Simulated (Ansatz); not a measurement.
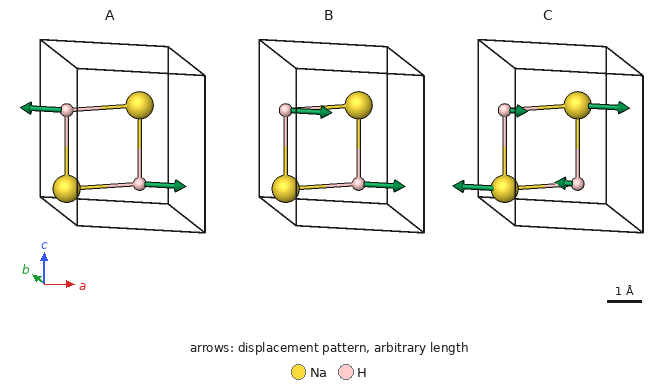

Three optical modes of a crystal of NaH (a generated structure) at the zone centre, in no order (one member of each degenerate set). The green arrows are the displacements of the atoms (eigenvector over the root of the mass), of arbitrary overall length and sign. Style: ball-and-stick. Shown: the conventional cell, slightly off an axis. Lengths and directions refer to the drawn axes.

These are results of DFT PBE, scalar-relativistic, plane waves, PAW (Ansatz 0.2.0), not measurements. Settings: plane-wave cutoff 420 eV; k-point mesh 8 × 8 × 6; occupations fixed; no spin polarisation.

Frequencies are those without the non-analytic (LO–TO) term.

Order them from the lowest to the highest frequency (imaginary ones first).

Answer. C (143 cm⁻¹), B (629 cm⁻¹), A (728 cm⁻¹). C, E₂g: All motion is along a; atoms of one kind move against one another, with no net shift of any sublattice; it mainly bends the H–Na bonds; the kinetic energy is shared as Na 99 %, H 1 %. B, E₁u: The Na atoms hardly move; the H sublattice moves as a whole against them, along a; it stretches the shortest H–Na bonds (2.29 Å); the kinetic energy is shared as H 96 %, Na 4 %. A, E₂g: The Na atoms hardly move; all motion is along a; atoms of one kind move against one another, with no net shift of their sublattice; it stretches the shortest H–Na bonds (2.29 Å); the kinetic energy is shared as H 99 %, Na 1 %.
